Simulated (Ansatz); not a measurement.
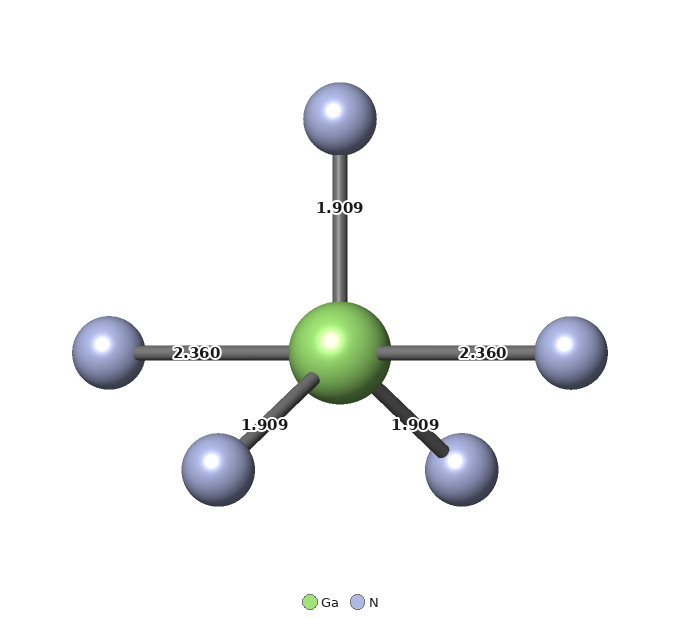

The surroundings of site Ga1 (at 0.333, 0.667, 0.250) in GaN in space group P6_3/mmc, with bond lengths in Å.

The cell is taken from coordinates from a relaxation with DFT, PBEsol, plane waves, PAW in Ansatz; the starting structure was generated, so it need not be a known form of this composition.

```xyz
4
Lattice="3.3073 0.0000 0.0000 -1.6536 2.8642 0.0000 0.0000 0.0000 4.7205" Properties=species:S:1:pos:R:3 pbc="T T T"
Ga    0.0000    1.9095    1.1801
Ga    1.6536    0.9547    3.5404
N     1.6536    0.9547    1.1801
N     0.0000    1.9095    3.5404
```

Bond valence s = exp((R0 − d)/b), R0 fitted to published crystal structures with b = 0.37 Å; R0 in Å: Ga3+–N 1.897.

Calculate the bond-valence sum of Ga1 from the bonds drawn.

3 × 0.968 + 2 × 0.286 = 3.48 v.u., against a formal valence of 3: overbonded (bonds short for this ion) by 0.48.

And over the whole structure?

```tsv
site	x, y, z	formal valence	bond-valence sum	difference
Ga1	0.333, 0.667, 0.250	+3	3.52	0.52
N1	0.667, 0.333, 0.250	−3	3.52	0.52
```

These sums include all anions within 5 Å. The global instability index (root mean square of the differences over all atoms) is 0.52 v.u.: above 0.2, which by the usual rule of thumb marks a strained structure.
